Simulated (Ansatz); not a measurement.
**Ir₈O₁₃: single-point calculation (part 1 of 2)**

System: Ir₈O₁₃ (P1, 21 atoms in the cell).
Method: DFT, PBE, plane waves, PAW, Ueff = 3 eV on Ir d, no spin polarisation (Ansatz 0.2.0).

The structure was built on a prototype by a generator; it need not be a known phase. Figures and captions count atoms from 1; the log counts them from 0 in places.

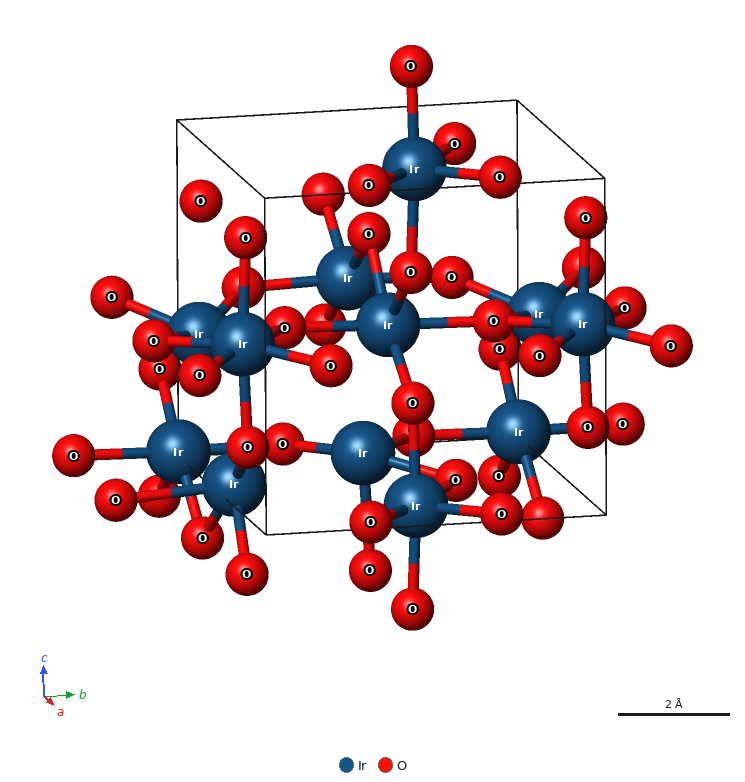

Figure 1. The structure as given in the input (ball-and-stick view of the cell of the calculation, seen slightly off an axis; bonded neighbours outside the cell are drawn too).

### The input
```yaml
crystal:
  lattice:
    - [0.073798, 0.00266, 6.096673]
    - [4.508902, 4.496789, 0.054447]
    - [-4.44369, 4.431576, -0.050659]
  atoms:
    - { symbol: Ir, position: [0.0186313614, 0.9955718265, 0.0199790232] }
    - { symbol: Ir, position: [0.4684495717, 0.0431967972, 0.023961798] }
    - { symbol: Ir, position: [0.011719683, 0.4980014073, 0.5039692003] }
    - { symbol: Ir, position: [0.4775425256, 0.4953946029, 0.4735475059] }
    - { symbol: Ir, position: [0.2940782459, 0.4671452592, 0.051661671] }
    - { symbol: Ir, position: [0.7507776335, 0.504622167, 0.9994146904] }
    - { symbol: Ir, position: [0.2431045267, 0.0002012085, 0.4207645454] }
    - { symbol: Ir, position: [0.7437015475, 0.9990262439, 0.5073404783] }
    - { symbol: O, position: [0.0174021658, 0.3035431278, 0.0240831123] }
    - { symbol: O, position: [0.0044362237, 0.8056786934, 0.4860648827] }
    - { symbol: O, position: [0.489386518, 0.8039307119, 0.4697867255] }
    - { symbol: O, position: [0.7497067241, 0.497335983, 0.3040017543] }
    - { symbol: O, position: [0.2452118976, 0.0070861692, 0.8154925648] }
    - { symbol: O, position: [0.7398084521, 0.0104026729, 0.8219121355] }
    - { symbol: O, position: [0.0270562832, 0.6856173047, 0.0281349894] }
    - { symbol: O, position: [0.5004725699, 0.6875171541, 0.0056543384] }
    - { symbol: O, position: [0.9987267093, 0.1934581933, 0.4909133552] }
    - { symbol: O, position: [0.4840682242, 0.1903319942, 0.4844377869] }
    - { symbol: O, position: [0.2580757164, 0.4967396684, 0.6932890569] }
    - { symbol: O, position: [0.7429993911, 0.4954820859, 0.6908535367] }
    - { symbol: O, position: [0.7432921893, 0.0133716461, 0.2001423261] }
basis:
  ecutwfc: 420
  ecutrho_ratio: 6
kpoints:
  mp_grid: { grid: [5, 5, 5] }
hamiltonian:
  xc: pbe
  hubbard: { sites: [{ species: Ir, l: d, u_eff: 3.0 }], double_counting: fll }
scf:
  occupations: { method: gaussian, width: 0.1 }
output:
  forces: true
  eigenvalues: true
  stress: true
```

Launched with:
```bash
ansatz run input.yaml --threads 4 --pin off --max-ram 9216MiB --backend cpu --events-out ev --progress --plain --runs-dir out
```

### Log
```
Ir: projections on atomic orbitals take those of the free atom [Kr 4d10 4f14] 5s2 5p6 5d7 6s2, of charge +0.00 (hamiltonian.pseudopotentials.projection_atoms); the dataset's partial waves leave at most 8.4e-5 of an orbital's norm unspanned inside its sphere
O: projections on atomic orbitals take those of the free atom [He] 2s2 2p4, of charge +0.00 (hamiltonian.pseudopotentials.projection_atoms); the dataset's partial waves leave at most 1.9e-8 of an orbital's norm unspanned inside its sphere
Engine: ansatz 0.2.0, x86_64-unknown-linux-gnu
Pseudopotentials: kind: paw
Pseudopotential: Ir, paw, valence charge 17, recommended cutoff 420 eV (normal), Ir.paw.azcp
Pseudopotential: O, paw, valence charge 6, recommended cutoff 420 eV (normal), O.paw.azcp
Functional definition: PBE
  parameter kappa = 0.804
  parameter beta = 0.06672455060314922
  exchange = pbe_x(kappa = kappa, mu = beta*pi^2/3)
  correlation = pbe_c(beta = beta)
Crystal: 21 atoms, lattice volume = 243.612 Å³
Basis set: ecut = 420 eV, 4763 PW (Γ), exchange–correlation on 100×108×108 points (8 copies of the dense FFT grid, shifted against one another)
Bands: 129, of which v1, the nominal top of the filled ones, is band 107 counted from 1 (106 counted from 0)
Symmetry: 1 space group operations
Space group: P1 (ITA 1), of the structure as read, at distance tolerance 6.2e-5 Å
k-points: 63 of 125 (time reversal used)
Non-local potential: Ir, projectors of the file, l = 0: 3, l = 1: 2, l = 2: 2, l = 3: 1
Non-local potential: O, projectors of the file, l = 0: 2, l = 1: 2, l = 2: 1
PAW form: soft (Blöchl's): semilocal exchange-correlation on the pseudo side does not see the compensation charge
PAW one-centre angular grid: Ir, 590 points (default); XC on 64 Gauss nodes
PAW one-centre angular grid: O, 110 points (default); XC on 64 Gauss nodes
Initial density: superposition of atomic densities (chi_scale 0.1, normalization cell, long waves of neutral atoms under a Hubbard term (reshape's long-wave potential 0.36 eV rms, cloud 2.07 Å wide))
Initial wavefunctions: pseudopotential atomic-orbital guess
Functional: x = pbe(κ = 0.804, μ = 0.2195149727645171), c = pbe(β = 0.06672455060314922)
SCF iter   1: F=—  HF=-102818.802943 eV  |F-HF|=—  |Δ(HF+E_count)|=         —  Δρ=1.12e-1  dr2=4.53e1  ethr=3.10e-3  ⟨swp⟩=5.0  Hψ=25930  notcnv=0  defer=130
preconditioner: auto → Kerker (q_TF=auto, 2.670 Å⁻¹)  [metal: Δε(μ)=0.004 eV  Ē_g=9.775 eV  σ=0.100 eV  W_gap=0.02  n_scr=80 (ndim 8)  ℏωp=29.1 eV  f_vac=0.007  D(μ)=9.43/eV (n_scr^D=80)]
SCF iter   2: F=—  HF=-102816.991556 eV  |F-HF|=—  |Δ(HF+E_count)|=    1.81e0  Δρ=6.38e-2  dr2=6.35e0  ethr=3.10e-3  ⟨swp⟩=2.4  Hψ=15163  notcnv=0  defer=770
SCF iter   3: F=—  HF=-102817.606510 eV  |F-HF|=—  |Δ(HF+E_count)|=   6.15e-1  Δρ=3.43e-2  dr2=3.41e0  ethr=2.97e-3  ⟨swp⟩=2.0  Hψ=11879  notcnv=0  defer=774
SCF iter   4: F=—  HF=-102817.941482 eV  |F-HF|=—  |Δ(HF+E_count)|=   3.35e-1  Δρ=2.41e-2  dr2=1.60e0  ethr=1.59e-3  ⟨swp⟩=3.0  Hψ=14268  notcnv=0  defer=802
SCF iter   5: F=—  HF=-102817.760827 eV  |F-HF|=—  |Δ(HF+E_count)|=   1.81e-1  Δρ=7.18e-3  dr2=2.38e-1  ethr=7.50e-4  ⟨swp⟩=2.0  Hψ=11392  notcnv=0  defer=802
SCF iter   6: F=—  HF=-102817.767118 eV  |F-HF|=—  |Δ(HF+E_count)|=   6.29e-3  Δρ=6.01e-3  dr2=1.43e-1  ethr=1.11e-4  ⟨swp⟩=2.0  Hψ=11432  notcnv=0  defer=802
SCF iter   7: F=—  HF=-102817.759489 eV  |F-HF|=—  |Δ(HF+E_count)|=   7.63e-3  Δρ=2.54e-3  dr2=2.15e-2  ethr=6.67e-5  ⟨swp⟩=2.1  Hψ=10251  notcnv=0  defer=802
SCF iter   8: F=—  HF=-102817.759533 eV  |F-HF|=—  |Δ(HF+E_count)|=   4.41e-5  Δρ=1.48e-3  dr2=8.33e-3  ethr=1.01e-5  ⟨swp⟩=2.0  Hψ=11679  notcnv=0  defer=802
SCF iter   9: F=—  HF=-102817.759700 eV  |F-HF|=—  |Δ(HF+E_count)|=   1.66e-4  Δρ=7.06e-4  dr2=2.02e-3  ethr=3.89e-6  ⟨swp⟩=2.3  Hψ=11340  notcnv=0  defer=802
SCF iter  10: F=—  HF=-102817.759929 eV  |F-HF|=—  |Δ(HF+E_count)|=   2.29e-4  Δρ=5.28e-4  dr2=8.81e-4  ethr=9.45e-7  ⟨swp⟩=2.0  Hψ=10873  notcnv=0  defer=802
SCF iter  11: F=—  HF=-102817.759918 eV  |F-HF|=—  |Δ(HF+E_count)|=   1.15e-5  Δρ=2.28e-4  dr2=2.22e-4  ethr=4.12e-7  ⟨swp⟩=2.0  Hψ=11092  notcnv=0  defer=802
SCF iter  12: F=—  HF=-102817.759930 eV  |F-HF|=—  |Δ(HF+E_count)|=   1.25e-5  Δρ=1.47e-4  dr2=7.93e-5  ethr=1.04e-7  ⟨swp⟩=2.0  Hψ=11204  notcnv=0  defer=802
SCF iter  13: F=—  HF=-102817.759658 eV  |F-HF|=—  |Δ(HF+E_count)|=   2.72e-4  Δρ=8.26e-5  dr2=2.35e-5  ethr=3.70e-8  ⟨swp⟩=2.0  Hψ=11809  notcnv=0  defer=802
SCF iter  14: F=—  HF=-102817.759658 eV  |F-HF|=—  |Δ(HF+E_count)|=   1.13e-7  Δρ=5.05e-5  dr2=9.95e-6  ethr=1.10e-8  ⟨swp⟩=2.0  Hψ=11021  notcnv=0  defer=802
SCF iter  15: F=—  HF=-102817.759658 eV  |F-HF|=—  |Δ(HF+E_count)|=   8.96e-8  Δρ=2.78e-5  dr2=2.44e-6  ethr=4.65e-9  ⟨swp⟩=2.3  Hψ=11033  notcnv=0  defer=802
SCF iter  16: F=—  HF=-102817.759658 eV  |F-HF|=—  |Δ(HF+E_count)|=   3.30e-7  Δρ=2.09e-5  dr2=1.69e-6  ethr=1.14e-9  ⟨swp⟩=2.0  Hψ=11541  notcnv=0  defer=802
SCF iter  17: F=—  HF=-102817.759658 eV  |F-HF|=—  |Δ(HF+E_count)|=   3.52e-8  Δρ=8.41e-6  dr2=1.98e-7  ethr=7.89e-10  ⟨swp⟩=2.0  Hψ=10325  notcnv=0  defer=802
SCF iter  18: F=-102817.759658 eV  HF=-102817.759658 eV  |F-HF|=3.62e-8  |Δ(HF+E_count)|=   1.67e-8  Δρ=4.70e-6  dr2=7.98e-8  ethr=4.67e-11  ⟨swp⟩=11.0  Hψ=30291  notcnv=0
SCF 1 converged in 18 iterations: F = -102817.759658 eV  dr2 = 7.98e-8
  greatest PAW one-centre occupation: 1.000 electrons in one spin orbital (limit 2), on the Ir atom at site 7 (counted from 0), in its partial waves of l = 0
```

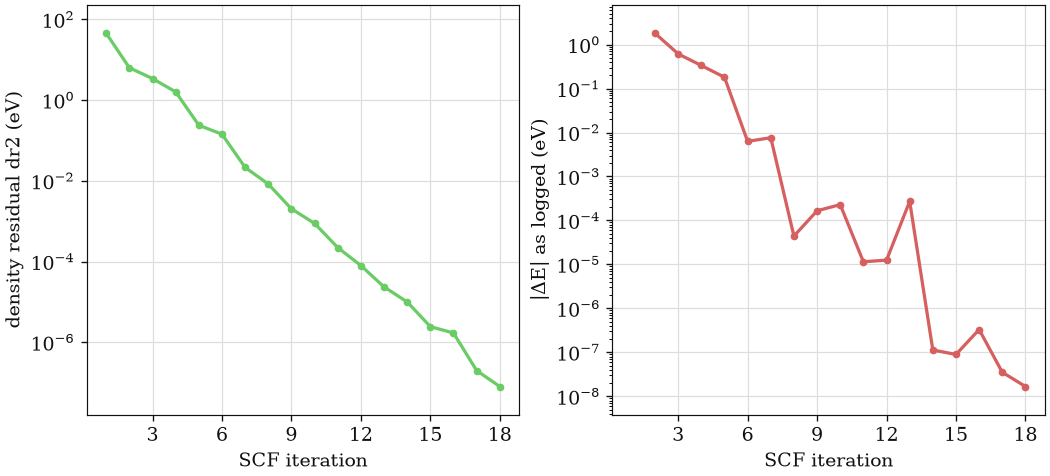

Figure 2. Convergence of the self-consistent field: density residual dr2 and size of the energy change against the SCF iteration. The residual falls at every step.

```
SCF converged after 18 iterations
Free energy (F): -102817.759658 eV
Harris-Foulkes:  -102817.759658 eV  (|F-HF|=3.62e-8)
Internal energy: -102817.724120 eV  (E = F + TS)
E sigma→0 (E₀):  -102817.741889 eV
Entropy (-TS):   -0.035539 eV (-1.692 meV/atom)
Fermi energy:    13.708886 eV
--- Per-component energies (eV) ---
  E_band       = -1947.951409
  E_kinetic    = 7232.930381
  E_local      = -17224.243057  (includes V_loc(G=0)·N_el)
  E_nonlocal   = 1213.988815
  E_hartree    = 6392.550180
  E_xc         = -3078.051795
  E_vxc        = -3591.716972  (∫ρ·V_xc dr)
  E_hubbard    = 18.505318  (on-site DFT+U / exact-exchange correction)
  E_vhub       = -50.011858  (the Hubbard potential's part of the band-sum identity)
  E_paw        = -75839.402735  (= ΣΔE_a)
  E_vpaw       = -2314.003564  (= ΣTr[D̂ρ^β])
  E_aug_tail   = 0.006735  (compensation charges beyond the density's cutoff)
  E_ewald      = -21534.007961
  E_smearing   = -0.035539  (= −TS)
  E_closure    = -0.000000  (closes the sum)
  Σ components = -102817.759658   (vs F -102817.759658, Δ=0.00e0)
--- Forces (eV/Å), atoms counted from 1 ---
  atom   1  Ir     0.32619786    -0.12378352    -1.04873278
  atom   2  Ir     0.04325718    -0.42396408     1.19462199
  atom   3  Ir     0.07713249     0.01576854    -0.25161067
  atom   4  Ir    -0.36610119     0.22356319     0.30744823
  atom   5  Ir     0.39140057    -0.01809617    -0.65210858
  atom   6  Ir    -0.15702774    -0.00660239     0.51715794
  atom   7  Ir    -0.49285719     0.44179219     0.04226119
  atom   8  Ir    -0.04840511    -0.07643001    -0.10329779
  atom   9  O     -0.33649872    -0.17589935    -0.14326975
  atom  10  O     -0.04379441    -0.17236103    -0.09943462
  atom  11  O      0.09664188    -0.10001301     0.13489067
  atom  12  O      0.23923332    -0.23283143     0.05778676
  atom  13  O      0.05094004     0.00220612    -0.05929108
  atom  14  O     -0.00989965    -0.00127030     0.08703588
  atom  15  O      0.09227119     0.02185107    -0.23385505
  atom  16  O      0.06532018     0.32699029     0.22583592
  atom  17  O      0.06929530    -0.03633373    -0.10534522
  atom  18  O      0.26961381    -0.03218029     0.06137707
  atom  19  O     -0.17205603     0.03289079    -0.06399801
  atom  20  O      0.04679606     0.00991634     0.16882563
  atom  21  O     -0.14140293     0.32473734    -0.03632406
  max |Σ_I F_I| component: 5.69e-5 eV/Å
--- Stress (GPa, compression-positive) ---
        1.050024       0.196690       0.243677
        0.196690       1.026422       0.101607
        0.243676       0.101607       2.106421
  P = ⅓ Tr σ = 1.3943 GPa (13.943 kbar)
--- Band table (eV; the first three rows and the last of 63) ---
```
